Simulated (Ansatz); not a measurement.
## Single-point calculation, with input and output: WSe$_{2}$ (part 1 of 2)

The run: single-point calculation of WSe$_{2}$ (P-6m2, 36 atoms in the cell). Method and program: DFT PBE+D3(BJ), scalar-relativistic, plane waves, PAW, no spin polarisation (Ansatz 0.2.0).

The structure derives from a Materials Project entry. It belongs to a series of runs on one base structure; here: the relaxed cell repeated 12 times, on the trajectory's mesh.

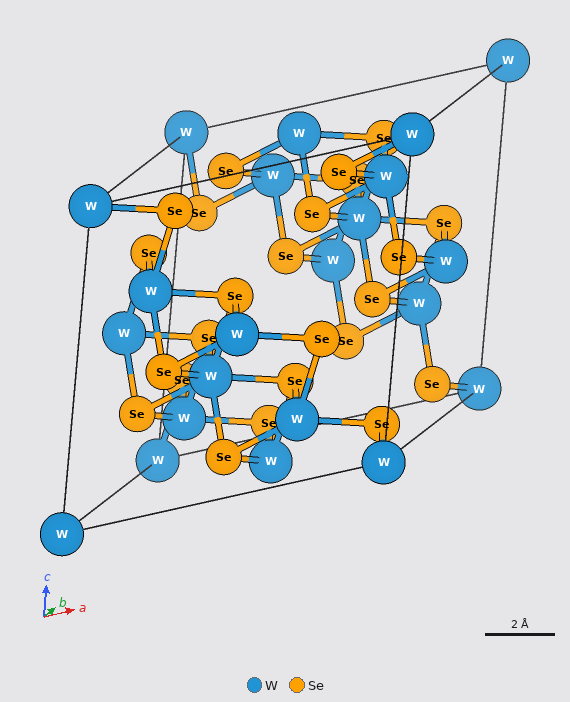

The input geometry (ball-and-stick view of the cell of the calculation, seen slightly off an axis). An atom can appear more than once, as a periodic image. Near neighbours in the periodic cell (some may lie outside the picture): W has 6 Se at 2.53 Å; Se has 3 W at 2.53 Å.

Summary

| quantity | value |
| --- | --- |
| outcome | converged |
| space group (tolerance 0.01 Å) | P-6m2 (187) |
| electrons treated | 552 |
| free energy | −255910.6992 eV |
| Fermi energy | 12.141 eV |
| gap on the k-point mesh | 1.29 eV |
| pressure | 0.00 GPa |
| largest force (length of the vector) | under 0.001 eV/Å |
| hardware | 4 threads of AMD EPYC (Zen 3), 189 GiB of memory available, shared host |
| wall time | 4.6 min (CPU time 18 min) |
| peak memory | 5.8 GiB |

Spin–orbit coupling is left out, which matters for W.

The input
```yaml
crystal:
  lattice:
    - [-3.2790118918, 5.6794151952, -7.0056243441]
    - [6.5580237836, 0.0, -7.0056243441]
    - [-3.2790118918, -5.6794151952, -7.0056243441]
  atoms:
    - { symbol: W, position: [0.1666666667, 0.6666666667, 0.1666666667] }
    - { symbol: W, position: [0.8333333333, 0.8333333333, 0.3333333333] }
    - { symbol: W, position: [0.5, 0.5, 0.0] }
    - { symbol: W, position: [0.3333333333, 0.3333333333, 0.3333333333] }
    - { symbol: W, position: [0.0, 0.0, 0.0] }
    - { symbol: W, position: [0.6666666667, 0.1666666667, 0.1666666667] }
    - { symbol: W, position: [0.3333333333, 0.8333333333, 0.8333333333] }
    - { symbol: W, position: [0.0, 0.5, 0.5] }
    - { symbol: W, position: [0.6666666667, 0.6666666667, 0.6666666667] }
    - { symbol: W, position: [0.1666666667, 0.1666666667, 0.6666666667] }
    - { symbol: W, position: [0.8333333333, 0.3333333333, 0.8333333333] }
    - { symbol: W, position: [0.5, 0.0, 0.5] }
    - { symbol: Se, position: [0.2531476294, 0.0864809628, 0.4198142961] }
    - { symbol: Se, position: [0.9198142961, 0.2531476294, 0.5864809628] }
    - { symbol: Se, position: [0.5864809628, 0.9198142961, 0.2531476294] }
    - { symbol: Se, position: [0.4198142961, 0.7531476294, 0.5864809628] }
    - { symbol: Se, position: [0.0864809628, 0.4198142961, 0.2531476294] }
    - { symbol: Se, position: [0.7531476294, 0.5864809628, 0.4198142961] }
    - { symbol: Se, position: [0.4198142961, 0.2531476294, 0.0864809628] }
    - { symbol: Se, position: [0.0864809628, 0.9198142961, 0.7531476294] }
    - { symbol: Se, position: [0.7531476294, 0.0864809628, 0.9198142961] }
    - { symbol: Se, position: [0.2531476294, 0.5864809628, 0.9198142961] }
    - { symbol: Se, position: [0.9198142961, 0.7531476294, 0.0864809628] }
    - { symbol: Se, position: [0.5864809628, 0.4198142961, 0.7531476294] }
    - { symbol: Se, position: [0.0801857039, 0.9135190372, 0.2468523706] }
    - { symbol: Se, position: [0.7468523706, 0.0801857039, 0.4135190372] }
    - { symbol: Se, position: [0.4135190372, 0.7468523706, 0.0801857039] }
    - { symbol: Se, position: [0.2468523706, 0.5801857039, 0.4135190372] }
    - { symbol: Se, position: [0.9135190372, 0.2468523706, 0.0801857039] }
    - { symbol: Se, position: [0.5801857039, 0.4135190372, 0.2468523706] }
    - { symbol: Se, position: [0.2468523706, 0.0801857039, 0.9135190372] }
    - { symbol: Se, position: [0.9135190372, 0.7468523706, 0.5801857039] }
    - { symbol: Se, position: [0.5801857039, 0.9135190372, 0.7468523706] }
    - { symbol: Se, position: [0.0801857039, 0.4135190372, 0.7468523706] }
    - { symbol: Se, position: [0.7468523706, 0.5801857039, 0.9135190372] }
    - { symbol: Se, position: [0.4135190372, 0.2468523706, 0.5801857039] }
  symmetry: { detect: false }
basis:
  ecutwfc: 420
kpoints:
  mp_grid: { grid: [3, 3, 3], shift: [0.0, 0.0, 0.0] }
hamiltonian:
  xc: pbe
  dispersion: d3bj
scf:
  occupations: { method: gaussian, width: 0.02 }
output:
  forces: true
  stress: true
  eigenvalues: true
```

Run as:
```bash
ansatz run input.yaml --threads 4 --pin off --max-ram 9216MiB --backend cpu --events-out ev --progress --plain --runs-dir out
```

Output
```
Engine: ansatz 0.2.0, x86_64-unknown-linux-gnu
Pseudopotentials: kind: paw
Pseudopotential: W, paw, valence charge 14, recommended cutoff 420 eV (normal), W.paw.azcp
Pseudopotential: Se, paw, valence charge 16, recommended cutoff 420 eV (normal), Se.paw.azcp
Functional definition: PBE
  parameter kappa = 0.804
  parameter beta = 0.06672455060314922
  exchange = pbe_x(kappa = kappa, mu = beta*pi^2/3)
  correlation = pbe_c(beta = beta)
Crystal: 36 atoms, lattice volume = 782.789 Å³
Basis set: ecut = 420 eV, 15245 PW (Γ), exchange–correlation on 144×144×144 points (8 copies of the dense FFT grid, shifted against one another)
Bands: 332, of which v1, the nominal top of the filled ones, is band 276 counted from 1 (275 counted from 0)
Symmetry: 1 space group operations
k-points: 14 of 27 (time reversal used)
Non-local potential: W, projectors of the file, l = 0: 3, l = 1: 2, l = 2: 2, l = 3: 1
Non-local potential: Se, projectors of the file, l = 0: 2, l = 1: 2, l = 2: 3, l = 3: 1
PAW form: soft (Blöchl's): semilocal exchange-correlation on the pseudo side does not see the compensation charge
PAW one-centre angular grid: W, 590 points (default); XC on 64 Gauss nodes
PAW one-centre angular grid: Se, 590 points (default); XC on 64 Gauss nodes
Initial density: superposition of atomic densities (neutral atoms: chi_scale 0, normalization atom), corrected by the library's trained network
Initial wavefunctions: pseudopotential atomic-orbital guess
Functional: x = pbe(κ = 0.804, μ = 0.2195149727645171), c = pbe(β = 0.06672455060314922)
SCF iter   1: F=—  HF=-255910.634305 eV  |F-HF|=—  |Δ(HF+E_count)|=         —  Δρ=4.44e-3  dr2=1.29e-1  ethr=1.77e-3  ⟨swp⟩=6.0  Hψ=19005  notcnv=0  defer=57
preconditioner: auto → Resta (q_TF=auto, 2.574 Å⁻¹)  ε∞=6.0  [insulator: Δε(μ)=1.317 eV  Ē_g=8.703 eV  σ=0.020 eV  W_gap=1.00  n_scr=214 (ndim 8)  ℏωp=19.5 eV  f_vac=0.130  D(μ)=0.00/eV (n_scr^D=0)  ε∞_Penn≈6.0]
SCF iter   2: F=—  HF=-255910.675293 eV  |F-HF|=—  |Δ(HF+E_count)|=   4.10e-2  Δρ=2.57e-3  dr2=2.49e-2  ethr=2.34e-5  ⟨swp⟩=2.0  Hψ=6209  notcnv=0  defer=708
SCF iter   3: F=—  HF=-255910.697938 eV  |F-HF|=—  |Δ(HF+E_count)|=   2.26e-2  Δρ=8.88e-4  dr2=1.11e-2  ethr=4.50e-6  ⟨swp⟩=2.0  Hψ=5528  notcnv=0  defer=540
automatic band count: iteration 3 solves 320 bands in place of 332: the levels show a gap, and the empty bands left out lie too high to hold charge; the band table lists the bands solved (type scf.n_extra_bands for more)
SCF iter   4: F=—  HF=-255910.699327 eV  |F-HF|=—  |Δ(HF+E_count)|=   1.39e-3  Δρ=1.90e-4  dr2=4.99e-4  ethr=2.02e-6  ⟨swp⟩=2.0  Hψ=5161  notcnv=0  defer=540
SCF iter   5: F=—  HF=-255910.699533 eV  |F-HF|=—  |Δ(HF+E_count)|=   2.07e-4  Δρ=9.06e-5  dr2=1.32e-4  ethr=9.05e-8  ⟨swp⟩=2.0  Hψ=7630  notcnv=0  defer=540
SCF iter   6: F=—  HF=-255910.699601 eV  |F-HF|=—  |Δ(HF+E_count)|=   6.79e-5  Δρ=3.43e-5  dr2=1.39e-5  ethr=2.39e-8  ⟨swp⟩=2.0  Hψ=7636  notcnv=0  defer=540
SCF iter   7: F=—  HF=-255910.699227 eV  |F-HF|=—  |Δ(HF+E_count)|=   3.74e-4  Δρ=2.60e-5  dr2=1.85e-5  ethr=2.52e-9  ⟨swp⟩=3.0  Hψ=5888  notcnv=0  defer=540
SCF iter   8: F=—  HF=-255910.699227 eV  |F-HF|=—  |Δ(HF+E_count)|=   4.84e-7  Δρ=5.30e-6  dr2=4.16e-7  ethr=2.52e-9  ⟨swp⟩=2.0  Hψ=5115  notcnv=0  defer=540
SCF iter   9: F=-255910.699227 eV  HF=-255910.699227 eV  |F-HF|=7.77e-8  |Δ(HF+E_count)|=   5.23e-7  Δρ=1.59e-6  dr2=2.63e-8  ethr=1.81e-11  ⟨swp⟩=9.2  Hψ=18302  notcnv=0
SCF 1 converged in 9 iterations: F = -255910.699227 eV  dr2 = 2.63e-8
  greatest PAW one-centre occupation: 1.000 electrons in one spin orbital (limit 2), on the Se atom at site 17 (counted from 0), in its partial waves of l = 2
SCF converged after 9 iterations
Free energy (F): -255910.699227 eV
Harris-Foulkes:  -255910.699227 eV  (|F-HF|=7.77e-8)
Internal energy: -255910.699227 eV  (E = F + TS)
E sigma→0 (E₀):  -255910.699227 eV
Fermi energy:    12.140760 eV
--- Per-component energies (eV) ---
  E_band       = -10743.812054
  E_kinetic    = 8276.106217
  E_local      = -77559.262609  (includes V_loc(G=0)·N_el)
  E_nonlocal   = -14279.413067
  E_hartree    = 37157.050801
  E_xc         = -5718.630453
  E_vxc        = -5241.418089  (∫ρ·V_xc dr)
  E_paw        = -148625.797457  (= ΣΔE_a)
  E_vpaw       = 3746.092295  (= ΣTr[D̂ρ^β])
  E_aug_tail   = -0.014968  (compensation charges beyond the density's cutoff)
  E_ewald      = -55145.182947
  E_disp       = -15.554745  (pairwise vdW)
  E_smearing   = -0.000000  (= −TS)
  E_closure    = -0.000000  (closes the sum)
  Σ components = -255910.699227   (vs F -255910.699227, Δ=0.00e0)
--- Forces (eV/Å), atoms counted from 1 ---
  atom   1  W     -0.00000183    -0.00000369     0.00000026
  atom   2  W     -0.00000421     0.00000248     0.00000079
  atom   3  W     -0.00000104    -0.00000020     0.00000027
  atom   4  W      0.00000614     0.00000010     0.00000032
  atom   5  W     -0.00000156    -0.00000442     0.00000026
  atom   6  W      0.00000115     0.00000167     0.00000008
  atom   7  W     -0.00000413    -0.00000260     0.00000071
  atom   8  W      0.00000283     0.00000088     0.00000027
  atom   9  W     -0.00000465     0.00000422     0.00000052
  atom  10  W      0.00000538    -0.00000235     0.00000019
  atom  11  W      0.00000228     0.00000020     0.00000032
  atom  12  W     -0.00000041     0.00000369     0.00000044
  atom  13  Se    -0.00000415     0.00000825     0.00004777
  atom  14  Se     0.00001201     0.00000046     0.00004240
  atom  15  Se    -0.00000440    -0.00000682     0.00004488
  atom  16  Se     0.00000801     0.00000211     0.00004790
  atom  17  Se    -0.00000248    -0.00000959     0.00003968
  atom  18  Se    -0.00000651     0.00000892     0.00004002
  atom  19  Se     0.00000987     0.00000137     0.00004338
  atom  20  Se    -0.00000340    -0.00001010     0.00004810
  atom  21  Se    -0.00000469     0.00000780     0.00004344
  atom  22  Se    -0.00000753     0.00000545     0.00004345
  atom  23  Se     0.00000785     0.00000073     0.00004101
  atom  24  Se    -0.00000462    -0.00000857     0.00004218
  atom  25  Se     0.00000783     0.00000048    -0.00004121
  atom  26  Se    -0.00000482    -0.00000675    -0.00004504
  atom  27  Se    -0.00000726     0.00000558    -0.00004377
  atom  28  Se    -0.00000253    -0.00000956    -0.00003962
  atom  29  Se    -0.00000467     0.00000797    -0.00004340
  atom  30  Se     0.00000997     0.00000105    -0.00004336
  atom  31  Se    -0.00000374    -0.00000989    -0.00004831
  atom  32  Se    -0.00000622     0.00000910    -0.00004049
  atom  33  Se     0.00000803     0.00000195    -0.00004821
  atom  34  Se     0.00001210     0.00000033    -0.00004234
  atom  35  Se    -0.00000460    -0.00000841    -0.00004226
  atom  36  Se    -0.00000411     0.00000827    -0.00004792
  max |Σ_I F_I| component: 2.73e-6 eV/Å
--- Stress (GPa, compression-positive) ---
       -0.000026       0.000000       0.000000
        0.000000      -0.000026      -0.000000
        0.000000      -0.000000      -0.004939
  P = ⅓ Tr σ = -0.0017 GPa (-0.017 kbar)
--- Band table (eV; the first three rows and the last of 14) ---
```
